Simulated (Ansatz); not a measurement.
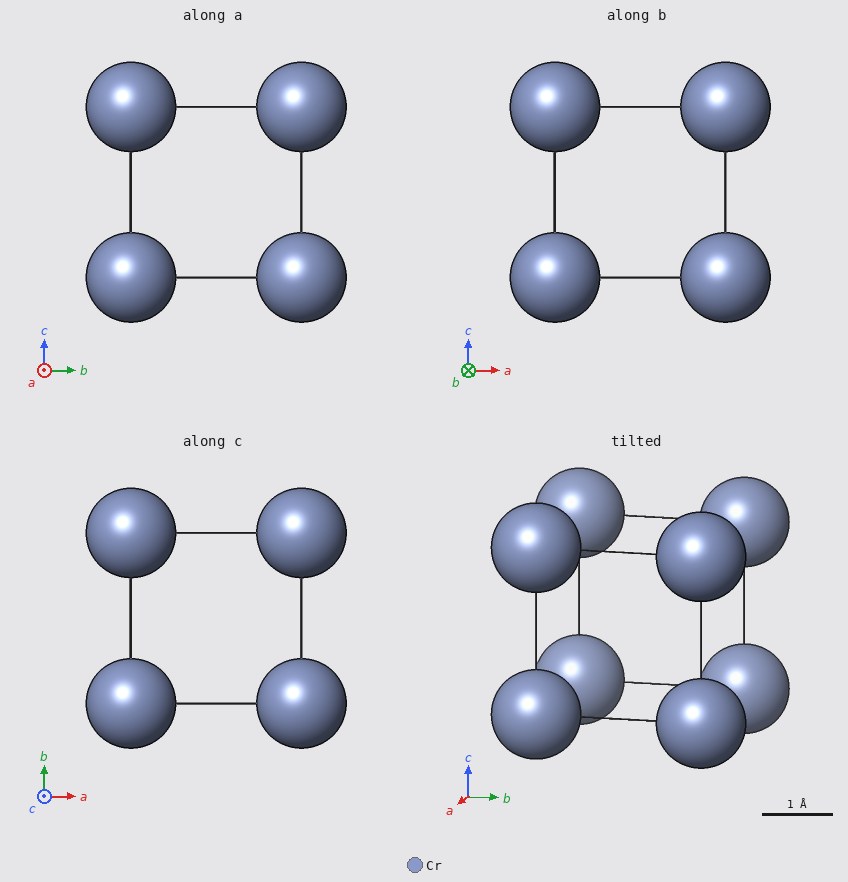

This spheres-only model is shown along the a axis, along the b axis, along the c axis and slightly off an axis. The outline marks the conventional unit cell.

Lattice parameters: a = 2.448 Å, b = 2.448 Å, c = 2.448 Å, α = 90.00°, β = 90.00°, γ = 90.00°. Put a along x and b in the xy plane.

**Give the structure in the form of a POSCAR file.**

```
Cr
1.0
     2.448    0.000    0.000
     0.000    2.448    0.000
     0.000    0.000    2.448
Cr
1
Direct
  0.0000 0.0000 0.0000
```

Its origin is a structure type filled with this element by a generator (whether the element takes this form wasn't checked). Earlier steps of the study may have refined or changed the cell and positions. It was the input of a calculation with Ansatz.

At this level of theory the cell isn't at rest (stretched, at -15 GPa), so its distances can differ from those at equilibrium, the more so the softer the solid.
